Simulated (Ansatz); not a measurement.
# Elastic-constant calculation, with input and output: GaSb (part 2 of 4)

GaSb (Fm-3m, 2 atoms in the cell); DFT HSE06, scalar-relativistic, plane waves, PAW, no spin polarisation (Ansatz 0.2.0); cutoff 420 eV, 10×10×10 k-mesh, Fermi–Dirac smearing of 0.15 eV. It belongs to a series of runs on one base structure; here: elastic constants, atoms relaxed.

Geometry of the input (Å; fractional positions):
```
0.0000  2.8671  2.8671
2.8671  0.0000  2.8671
2.8671  2.8671  0.0000
Ga 0.0000  0.0000  0.0000
Sb 0.5000  0.5000  0.5000
```

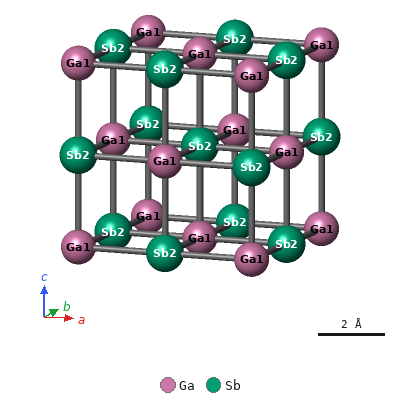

The structure as given in the input (ball-and-stick view of the cell 4 times as large as that of the calculation, set on its symmetry axes, seen slightly off an axis; atoms are numbered from 1 in the order of the input). An atom can appear more than once, as a periodic image.

## Log, continued
```
Crystal: 2 atoms, lattice volume = 46.901 Å³
preconditioner: auto → Kerker (q_TF=auto, 2.504 Å⁻¹)  [metal: Δε(μ)=0.045 eV  Ē_g=21.791 eV  σ=0.150 eV  W_gap=0.07  n_scr=14 (ndim 8)  ℏωp=28.7 eV  f_vac=0.000  D(μ)=1.25/eV (n_scr^D=12)]
SCF 9 converged in 15 iterations: F = -10267.443243 eV  dr2 = 1.35e-14
Exchange kernel: α = 0.2500, screened, ω = 0.2079 Å⁻¹, Wigner–Seitz truncation, v(0) = 1046.9322 eV·Å³, q-mesh 10×10×10, nearest image of the exchange supercell L = 40.45 Å, pair-density grid 24×24×24, without the augmentation charges, whose exchange is taken in its separable form by FFT convolution over the k-point mesh, smooth part of the exact exchange by density-matrix convolution
Frozen-core exchange: fock
eigensolver tolerance schedule calibrated: the retry pair's looser diagonalisation under-reported the residual by θ = 0.41 (0.13/decade); ethr = c·dr2/N_el runs at the constant in force after the calibration composes with the one it found (an armed cap, an earlier calibration), c = 6.4e-2
preconditioner: auto → Kerker (q_TF=auto, 2.504 Å⁻¹)  [metal: Δε(μ)=0.074 eV  Ē_g=18.151 eV  σ=0.150 eV  W_gap=0.12  n_scr=14 (ndim 8)  ℏωp=23.0 eV  f_vac=0.000  D(μ)=1.13/eV (n_scr^D=8)]
SCF 10 stopped early in 7 iterations: F = -10272.089585 eV  dr2 = 4.42e-7
  Residual-converged pass: ⟨swp⟩=4.0  Hψ=5193  notcnv=0  max |occ|·‖R‖ = 6.6e-6 eV (tolerance 6.7e-6 eV)  dr2=4.40e-7  dr2_onsite=1.76e-7  max |Δocc| = 6.3e-9
hybrid outer 1: dexx = +8.258e-3 eV, tail = 4.32e-5 eV
Exchange kernel: α = 0.2500, screened, ω = 0.2079 Å⁻¹, Wigner–Seitz truncation, v(0) = 1046.9322 eV·Å³, q-mesh 10×10×10, nearest image of the exchange supercell L = 40.45 Å, pair-density grid 24×24×24, without the augmentation charges, whose exchange is taken in its separable form by FFT convolution over the k-point mesh, smooth part of the exact exchange by density-matrix convolution
Frozen-core exchange: fock
preconditioner: auto → Kerker (q_TF=auto, 2.504 Å⁻¹)  [metal: Δε(μ)=0.069 eV  Ē_g=17.988 eV  σ=0.150 eV  W_gap=0.11  n_scr=14 (ndim 8)  ℏωp=23.0 eV  f_vac=0.000  D(μ)=1.13/eV (n_scr^D=8)]
SCF 11 stopped early in 5 iterations: F = -10272.089265 eV  dr2 = 1.75e-10
  Residual-converged pass: ⟨swp⟩=3.1  Hψ=4604  notcnv=0  max |occ|·‖R‖ = 4.0e-7 eV (tolerance 4.1e-7 eV)  dr2=1.70e-10  dr2_onsite=1.41e-11  max |Δocc| = 7.2e-12
hybrid outer 2: dexx = +6.491e-7 eV, tail = 1.20e-8 eV, Δε = 3.75e-3 eV (about 8.30e-5 eV left of the loop's levels), ΔF = 1.64e-28 eV/Å (tail inf)
Exchange kernel: α = 0.2500, screened, ω = 0.2079 Å⁻¹, Wigner–Seitz truncation, v(0) = 1046.9322 eV·Å³, q-mesh 10×10×10, nearest image of the exchange supercell L = 40.45 Å, pair-density grid 24×24×24, without the augmentation charges, whose exchange is taken in its separable form by FFT convolution over the k-point mesh, smooth part of the exact exchange by density-matrix convolution
Frozen-core exchange: fock
SCF 12 converged in 6 iterations: F = -10272.089265 eV  dr2 = 1.97e-14
  Residual-converged pass: ⟨swp⟩=4.0  Hψ=5213  notcnv=0  max |occ|·‖R‖ = 9.9e-9 eV (tolerance 1.0e-8 eV)  dr2=4.88e-14  dr2_onsite=4.04e-14  max |Δocc| = 1.9e-13
hybrid outer 3: dexx = +2.947e-10 eV, tail = 4.24e-12 eV, Δε = 4.96e-5 eV (about 1.27e-6 eV left of the loop's levels), ΔF = 1.14e-28 eV/Å (tail inf)
Crystal: 2 atoms, lattice volume = 47.372 Å³
preconditioner: auto → Kerker (q_TF=auto, 2.499 Å⁻¹)  [metal: Δε(μ)=0.036 eV  Ē_g=15.428 eV  σ=0.150 eV  W_gap=0.06  n_scr=14 (ndim 8)  ℏωp=22.9 eV  f_vac=0.000  D(μ)=1.26/eV (n_scr^D=14)]
SCF 13 converged in 14 iterations: F = -10267.449718 eV  dr2 = 1.25e-14
Exchange kernel: α = 0.2500, screened, ω = 0.2079 Å⁻¹, Wigner–Seitz truncation, v(0) = 1046.9322 eV·Å³, q-mesh 10×10×10, nearest image of the exchange supercell L = 40.55 Å, pair-density grid 24×24×24, without the augmentation charges, whose exchange is taken in its separable form by FFT convolution over the k-point mesh, smooth part of the exact exchange by density-matrix convolution
Frozen-core exchange: fock
eigensolver tolerance schedule calibrated: the retry pair's looser diagonalisation under-reported the residual by θ = 0.41 (0.13/decade); ethr = c·dr2/N_el runs at the constant in force after the calibration composes with the one it found (an armed cap, an earlier calibration), c = 6.3e-2
preconditioner: auto → Kerker (q_TF=auto, 2.499 Å⁻¹)  [metal: Δε(μ)=0.093 eV  Ē_g=18.096 eV  σ=0.150 eV  W_gap=0.15  n_scr=14 (ndim 8)  ℏωp=22.9 eV  f_vac=0.000  D(μ)=1.14/eV (n_scr^D=8)]
SCF 14 stopped early in 7 iterations: F = -10272.090188 eV  dr2 = 4.58e-7
  Residual-converged pass: ⟨swp⟩=4.0  Hψ=5174  notcnv=0  max |occ|·‖R‖ = 6.6e-6 eV (tolerance 6.7e-6 eV)  dr2=4.54e-7  dr2_onsite=1.71e-7  max |Δocc| = 6.1e-9
hybrid outer 1: dexx = +8.304e-3 eV, tail = 4.33e-5 eV
Exchange kernel: α = 0.2500, screened, ω = 0.2079 Å⁻¹, Wigner–Seitz truncation, v(0) = 1046.9322 eV·Å³, q-mesh 10×10×10, nearest image of the exchange supercell L = 40.55 Å, pair-density grid 24×24×24, without the augmentation charges, whose exchange is taken in its separable form by FFT convolution over the k-point mesh, smooth part of the exact exchange by density-matrix convolution
Frozen-core exchange: fock
preconditioner: auto → Kerker (q_TF=auto, 2.499 Å⁻¹)  [metal: Δε(μ)=0.088 eV  Ē_g=17.933 eV  σ=0.150 eV  W_gap=0.15  n_scr=14 (ndim 8)  ℏωp=22.9 eV  f_vac=0.000  D(μ)=1.14/eV (n_scr^D=8)]
SCF 15 stopped early in 5 iterations: F = -10272.089865 eV  dr2 = 1.87e-10
  Residual-converged pass: ⟨swp⟩=3.1  Hψ=4667  notcnv=0  max |occ|·‖R‖ = 4.1e-7 eV (tolerance 4.1e-7 eV)  dr2=1.80e-10  dr2_onsite=1.45e-11  max |Δocc| = 8.9e-12
hybrid outer 2: dexx = +6.533e-7 eV, tail = 1.21e-8 eV, Δε = 3.80e-3 eV (about 8.41e-5 eV left of the loop's levels), ΔF = 3.79e-29 eV/Å (tail inf)
Exchange kernel: α = 0.2500, screened, ω = 0.2079 Å⁻¹, Wigner–Seitz truncation, v(0) = 1046.9322 eV·Å³, q-mesh 10×10×10, nearest image of the exchange supercell L = 40.55 Å, pair-density grid 24×24×24, without the augmentation charges, whose exchange is taken in its separable form by FFT convolution over the k-point mesh, smooth part of the exact exchange by density-matrix convolution
Frozen-core exchange: fock
SCF 16 converged in 6 iterations: F = -10272.089865 eV  dr2 = 1.80e-14
  Residual-converged pass: ⟨swp⟩=4.0  Hψ=5231  notcnv=0  max |occ|·‖R‖ = 9.8e-9 eV (tolerance 1.0e-8 eV)  dr2=4.00e-14  dr2_onsite=3.27e-14  max |Δocc| = 2.2e-13
hybrid outer 3: dexx = +2.952e-10 eV, tail = 4.20e-12 eV, Δε = 4.85e-5 eV (about 1.24e-6 eV left of the loop's levels), ΔF = 6.31e-29 eV/Å (tail inf)
Crystal: 2 atoms, lattice volume = 47.608 Å³
preconditioner: auto → Kerker (q_TF=auto, 2.497 Å⁻¹)  [metal: Δε(μ)=0.018 eV  Ē_g=15.545 eV  σ=0.150 eV  W_gap=0.03  n_scr=14 (ndim 8)  ℏωp=22.8 eV  f_vac=0.000  D(μ)=1.27/eV (n_scr^D=14)]
SCF 17 converged in 15 iterations: F = -10267.451691 eV  dr2 = 2.97e-14
Exchange kernel: α = 0.2500, screened, ω = 0.2079 Å⁻¹, Wigner–Seitz truncation, v(0) = 1046.9322 eV·Å³, q-mesh 10×10×10, nearest image of the exchange supercell L = 40.55 Å, pair-density grid 24×24×24, without the augmentation charges, whose exchange is taken in its separable form by FFT convolution over the k-point mesh, smooth part of the exact exchange by density-matrix convolution
Frozen-core exchange: fock
eigensolver tolerance schedule calibrated: the retry pair's looser diagonalisation under-reported the residual by θ = 0.41 (0.13/decade); ethr = c·dr2/N_el runs at the constant in force after the calibration composes with the one it found (an armed cap, an earlier calibration), c = 6.3e-2
preconditioner: auto → Kerker (q_TF=auto, 2.497 Å⁻¹)  [metal: Δε(μ)=0.066 eV  Ē_g=18.068 eV  σ=0.150 eV  W_gap=0.11  n_scr=14 (ndim 8)  ℏωp=22.8 eV  f_vac=0.000  D(μ)=1.15/eV (n_scr^D=8)]
SCF 18 stopped early in 7 iterations: F = -10272.089287 eV  dr2 = 4.65e-7
  Residual-converged pass: ⟨swp⟩=4.0  Hψ=5148  notcnv=0  max |occ|·‖R‖ = 6.6e-6 eV (tolerance 6.7e-6 eV)  dr2=4.62e-7  dr2_onsite=1.71e-7  max |Δocc| = 7.0e-9
hybrid outer 1: dexx = +8.322e-3 eV, tail = 4.33e-5 eV
Exchange kernel: α = 0.2500, screened, ω = 0.2079 Å⁻¹, Wigner–Seitz truncation, v(0) = 1046.9322 eV·Å³, q-mesh 10×10×10, nearest image of the exchange supercell L = 40.55 Å, pair-density grid 24×24×24, without the augmentation charges, whose exchange is taken in its separable form by FFT convolution over the k-point mesh, smooth part of the exact exchange by density-matrix convolution
Frozen-core exchange: fock
preconditioner: auto → Kerker (q_TF=auto, 2.497 Å⁻¹)  [metal: Δε(μ)=0.071 eV  Ē_g=17.906 eV  σ=0.150 eV  W_gap=0.12  n_scr=14 (ndim 8)  ℏωp=22.8 eV  f_vac=0.000  D(μ)=1.15/eV (n_scr^D=8)]
SCF 19 stopped early in 5 iterations: F = -10272.088962 eV  dr2 = 1.92e-10
  Residual-converged pass: ⟨swp⟩=3.1  Hψ=4705  notcnv=0  max |occ|·‖R‖ = 4.0e-7 eV (tolerance 4.1e-7 eV)  dr2=1.85e-10  dr2_onsite=1.47e-11  max |Δocc| = 1.2e-11
hybrid outer 2: dexx = +6.573e-7 eV, tail = 1.21e-8 eV, Δε = 3.78e-3 eV (about 8.37e-5 eV left of the loop's levels), ΔF = 6.31e-29 eV/Å (tail inf)
Exchange kernel: α = 0.2500, screened, ω = 0.2079 Å⁻¹, Wigner–Seitz truncation, v(0) = 1046.9322 eV·Å³, q-mesh 10×10×10, nearest image of the exchange supercell L = 40.55 Å, pair-density grid 24×24×24, without the augmentation charges, whose exchange is taken in its separable form by FFT convolution over the k-point mesh, smooth part of the exact exchange by density-matrix convolution
Frozen-core exchange: fock
SCF 20 converged in 6 iterations: F = -10272.088962 eV  dr2 = 1.81e-14
  Residual-converged pass: ⟨swp⟩=4.0  Hψ=5213  notcnv=0  max |occ|·‖R‖ = 9.8e-9 eV (tolerance 1.0e-8 eV)  dr2=3.93e-14  dr2_onsite=3.30e-14  max |Δocc| = 1.7e-13
hybrid outer 3: dexx = +2.982e-10 eV, tail = 4.24e-12 eV, Δε = 4.75e-5 eV (about 1.21e-6 eV left of the loop's levels), ΔF = 2.52e-29 eV/Å (tail inf)
Crystal: 2 atoms, lattice volume = 47.135 Å³
Symmetry: 8 space group operations
k-points: 171 of 1000
preconditioner: auto → Kerker (q_TF=auto, 2.501 Å⁻¹)  [metal: Δε(μ)=0.021 eV  Ē_g=15.307 eV  σ=0.150 eV  W_gap=0.03  n_scr=14 (ndim 8)  ℏωp=22.9 eV  f_vac=0.000  D(μ)=1.26/eV (n_scr^D=14)]
SCF 21 converged in 13 iterations: F = -10267.446788 eV  dr2 = 2.90e-14
Exchange kernel: α = 0.2500, screened, ω = 0.2079 Å⁻¹, Wigner–Seitz truncation, v(0) = 1046.9322 eV·Å³, q-mesh 10×10×10, nearest image of the exchange supercell L = 40.34 Å, pair-density grid 24×24×24, without the augmentation charges, whose exchange is taken in its separable form by FFT convolution over the k-point mesh, smooth part of the exact exchange by density-matrix convolution
Frozen-core exchange: fock
eigensolver tolerance schedule calibrated: the retry pair's looser diagonalisation under-reported the residual by θ = 0.41 (0.13/decade); ethr = c·dr2/N_el runs at the constant in force after the calibration composes with the one it found (an armed cap, an earlier calibration), c = 6.4e-2
preconditioner: auto → Kerker (q_TF=auto, 2.501 Å⁻¹)  [metal: Δε(μ)=0.047 eV  Ē_g=18.122 eV  σ=0.150 eV  W_gap=0.08  n_scr=14 (ndim 8)  ℏωp=22.9 eV  f_vac=0.000  D(μ)=1.14/eV (n_scr^D=8)]
SCF 22 stopped early in 7 iterations: F = -10272.090203 eV  dr2 = 4.51e-7
  Residual-converged pass: ⟨swp⟩=4.0  Hψ=8683  notcnv=0  max |occ|·‖R‖ = 6.6e-6 eV (tolerance 6.7e-6 eV)  dr2=4.48e-7  dr2_onsite=1.72e-7  max |Δocc| = 7.8e-9
hybrid outer 1: dexx = +8.288e-3 eV, tail = 4.32e-5 eV
Exchange kernel: α = 0.2500, screened, ω = 0.2079 Å⁻¹, Wigner–Seitz truncation, v(0) = 1046.9322 eV·Å³, q-mesh 10×10×10, nearest image of the exchange supercell L = 40.34 Å, pair-density grid 24×24×24, without the augmentation charges, whose exchange is taken in its separable form by FFT convolution over the k-point mesh, smooth part of the exact exchange by density-matrix convolution
Frozen-core exchange: fock
preconditioner: auto → Kerker (q_TF=auto, 2.501 Å⁻¹)  [metal: Δε(μ)=0.048 eV  Ē_g=17.959 eV  σ=0.150 eV  W_gap=0.08  n_scr=14 (ndim 8)  ℏωp=22.9 eV  f_vac=0.000  D(μ)=1.14/eV (n_scr^D=8)]
SCF 23 stopped early in 5 iterations: F = -10272.089882 eV  dr2 = 1.88e-10
  Residual-converged pass: ⟨swp⟩=3.0  Hψ=7810  notcnv=0  max |occ|·‖R‖ = 4.1e-7 eV (tolerance 4.1e-7 eV)  dr2=1.82e-10  dr2_onsite=1.53e-11  max |Δocc| = 5.3e-12
hybrid outer 2: dexx = +6.525e-7 eV, tail = 1.21e-8 eV, Δε = 3.76e-3 eV (about 8.34e-5 eV left of the loop's levels), ΔF = 3.16e-29 eV/Å (tail inf)
Exchange kernel: α = 0.2500, screened, ω = 0.2079 Å⁻¹, Wigner–Seitz truncation, v(0) = 1046.9322 eV·Å³, q-mesh 10×10×10, nearest image of the exchange supercell L = 40.34 Å, pair-density grid 24×24×24, without the augmentation charges, whose exchange is taken in its separable form by FFT convolution over the k-point mesh, smooth part of the exact exchange by density-matrix convolution
Frozen-core exchange: fock
SCF 24 converged in 6 iterations: F = -10272.089882 eV  dr2 = 1.97e-14
  Residual-converged pass: ⟨swp⟩=4.0  Hψ=8872  notcnv=0  max |occ|·‖R‖ = 9.8e-9 eV (tolerance 1.0e-8 eV)  dr2=4.44e-14  dr2_onsite=3.56e-14  max |Δocc| = 1.9e-13
hybrid outer 3: dexx = +2.977e-10 eV, tail = 4.26e-12 eV, Δε = 4.84e-5 eV (about 1.24e-6 eV left of the loop's levels), ΔF = 1.26e-29 eV/Å (tail inf)
```
